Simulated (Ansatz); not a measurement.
## Energy of MgS along a shift of atoms along one path

System: MgS (2 atoms in the cell).
Method: DFT PBEsol, scalar-relativistic, plane waves, PAW, no spin polarisation (Ansatz 0.2.0).

The 6 runs differ only in the geometry, by a shift of atoms along one path in a fixed cell. The shift s is measured from run 4: Mg1 moves along the Cartesian direction (0.71, 0.71, 0.00). The structure derives from an entry of the Crystallography Open Database.

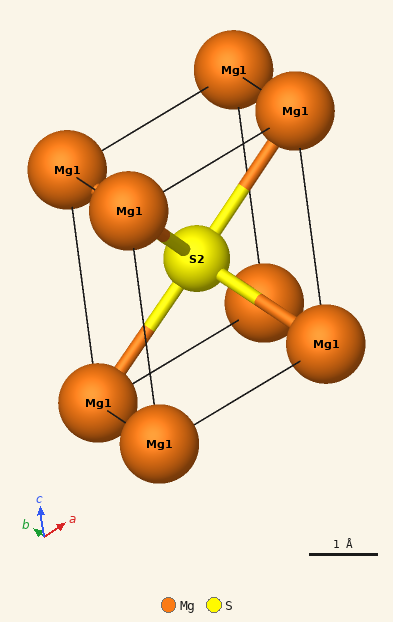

Figure 1. The structure of run 4 (ball-and-stick view of the cell of the calculation, seen slightly off an axis; atoms are numbered from 1 in the order of the input). An atom can appear more than once, as a periodic image.

**Input of run 4**
```yaml
crystal:
  lattice:
    - [0.0, 2.60165, 2.60165]
    - [2.60165, 0.0, 2.60165]
    - [2.60165, 2.60165, 0.0]
  atoms:
    - { symbol: Mg, position: [0.0, 0.0, 0.0067947916] }
    - { symbol: S, position: [0.5, 0.5, 0.5] }
basis:
  ecutwfc: 420
kpoints:
  mp_grid: { grid: [8, 8, 8] }
hamiltonian:
  xc: pbesol
scf:
  occupations: { method: gaussian, width: 0.05 }
output:
  forces: true
  stress: true
  eigenvalues: true
```

Command:
```bash
ansatz run input.yaml --threads 1 --pin off --max-ram 2560MiB --backend cpu --events-out ev --progress --plain --runs-dir out
```

Lattice vectors (Å) and fractional positions of run 4:
```
   0.000000    2.601650    2.601650
   2.601650    0.000000    2.601650
   2.601650    2.601650    0.000000
Mg  0.000000 -0.000000  0.006795
S   0.500000  0.500000  0.500000
```

Run 2 differs from it as follows:
```diff
-    - { symbol: Mg, position: [0.0, 0.0, 0.0067947916] }
+    - { symbol: Mg, position: [0.0, 0.0, -0.0135895832] }
```

**Results, with one run withheld**

| run | shift s of Mg1 (Å) | free energy per atom, from the lowest run given (meV) | pressure (GPa) | gap on the mesh (eV) | force along the path (eV/Å) |
| --- | --- | --- | --- | --- | --- |
| 1 | −0.1250 | 6.92 | −0.61 | 2.70 | 0.283 |
| 2 | −0.0750 | ? | ? | ? | ? |
| 3 | −0.0125 | 0.00 | −0.93 | 2.70 | −0.035 |
| 4 | 0.0000 | 0.33 | −0.91 | 2.70 | −0.070 |
| 5 | 0.0125 | 0.87 | −0.89 | 2.70 | −0.105 |
| 6 | 0.0500 | 3.83 | −0.75 | 2.70 | −0.211 |

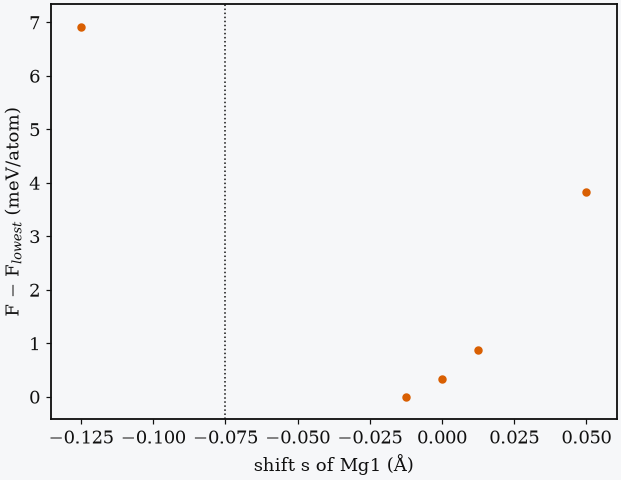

Figure 2. Free energy per atom of the runs given; the dotted line marks run 2.

Fit the runs given and predict run 2.

A cubic polynomial in the coordinate, fitted to the 5 runs given, misses them by under 0.01 meV per atom. With x = s + 0.0150, it reads F = −0.037263 + 13.725 x + 702.51 x² + 25.091 x³ (meV per atom). At run 2 it gives 1.66 meV per atom, and the run itself gives 1.64. The slope of the fit gives a force −dF/ds of 0.141 eV/Å along the path (summed over the atoms that move), and the printed forces give 0.140 eV/Å. The fit has its minimum at s = −0.0248 Å.

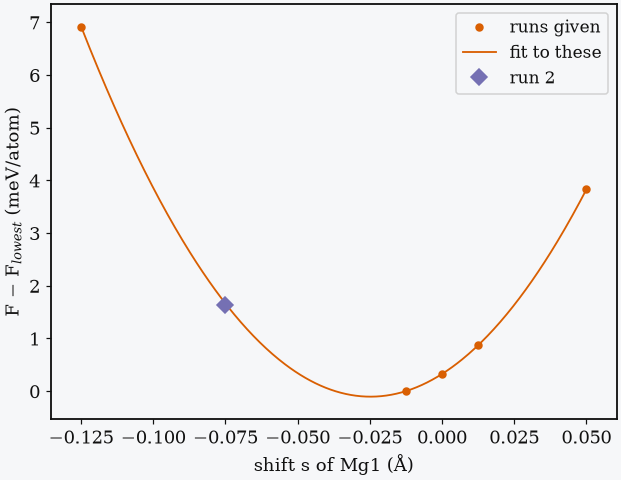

Figure 3. The fit and the withheld run.

**Output, shortened to warnings, some set-up lines, iterations and results (run 2)**
```
Basis set: ecut = 420 eV, 701 PW (Γ), exchange–correlation on 50×50×50 points (8 copies of the dense FFT grid, shifted against one another)
Symmetry: 4 space group operations
k-points: 95 of 512 (time reversal used)
Initial density: superposition of atomic densities (neutral atoms: chi_scale 0, normalization atom), corrected by the library's trained network
[...]
SCF iter   1: F=—  HF=-2799.915762 eV  |F-HF|=—  |Δ(HF+E_count)|=         —  Δρ=3.82e-3  dr2=7.19e-3  ethr=1.77e-3  ⟨swp⟩=6.3  Hψ=6817  notcnv=0
SCF iter   2: F=—  HF=-2799.912867 eV  |F-HF|=—  |Δ(HF+E_count)|=   2.90e-3  Δρ=1.14e-3  dr2=3.16e-4  ethr=4.49e-5  ⟨swp⟩=2.1  Hψ=2455  notcnv=0
SCF iter   3: F=—  HF=-2799.912866 eV  |F-HF|=—  |Δ(HF+E_count)|=   1.23e-6  Δρ=3.73e-4  dr2=2.72e-5  ethr=1.97e-6  ⟨swp⟩=2.2  Hψ=1850  notcnv=0
SCF iter   4: F=—  HF=-2799.912891 eV  |F-HF|=—  |Δ(HF+E_count)|=   2.47e-5  Δρ=4.64e-5  dr2=4.98e-7  ethr=1.70e-7  ⟨swp⟩=1.0  Hψ=1140  notcnv=0
SCF iter   5: F=-2799.912891 eV  HF=-2799.912891 eV  |F-HF|=6.80e-10  |Δ(HF+E_count)|=   2.55e-7  Δρ=4.50e-6  dr2=3.02e-9  ethr=3.11e-9  ⟨swp⟩=2.2  Hψ=1823  notcnv=0
SCF iter   6: F=-2799.912891 eV  HF=-2799.912891 eV  |F-HF|=4.09e-12  |Δ(HF+E_count)|=   1.20e-9  Δρ=1.26e-6  dr2=2.86e-10  ethr=1.89e-11  ⟨swp⟩=2.0  Hψ=3360  notcnv=0
SCF 1 converged in 6 iterations: F = -2799.912891 eV  dr2 = 2.86e-10
SCF converged after 6 iterations
Free energy (F): -2799.912891 eV
Harris-Foulkes:  -2799.912891 eV  (|F-HF|=4.09e-12)
Internal energy: -2799.912891 eV  (E = F + TS)
E sigma→0 (E₀):  -2799.912891 eV
Fermi energy:    7.685037 eV
--- Per-component energies (eV) ---
  E_band       = -330.831678
  E_kinetic    = 184.854918
  E_local      = -1665.971640  (includes V_loc(G=0)·N_el)
  E_nonlocal   = 124.253111
  E_hartree    = 592.446341
  E_xc         = -126.299143
  E_vxc        = -126.559536  (∫ρ·V_xc dr)
  E_paw        = -865.705678  (= ΣΔE_a)
  E_vpaw       = -32.301234  (= ΣTr[D̂ρ^β])
  E_aug_tail   = -0.000001  (compensation charges beyond the density's cutoff)
  E_ewald      = -1043.611611
  E_core_change = 0.120812  (= ΣΔE_core)
  E_smearing   = -0.000000  (= −TS)
  E_closure    = 0.000000  (closes the sum)
  Σ components = -2799.912891   (vs F -2799.912891, Δ=0.00e0)
--- Forces (eV/Å), atoms counted from 1 ---
  atom   1  Mg     0.09898158     0.09898158     0.00000000
  atom   2  S     -0.09898104    -0.09898104     0.00000000
  max |Σ_I F_I| component: 5.35e-7 eV/Å
--- Stress (GPa, compression-positive) ---
       -0.802310      -0.018132       0.000000
       -0.018132      -0.802310       0.000000
       -0.000000       0.000000      -0.954911
  P = ⅓ Tr σ = -0.8532 GPa (-8.532 kbar)
```
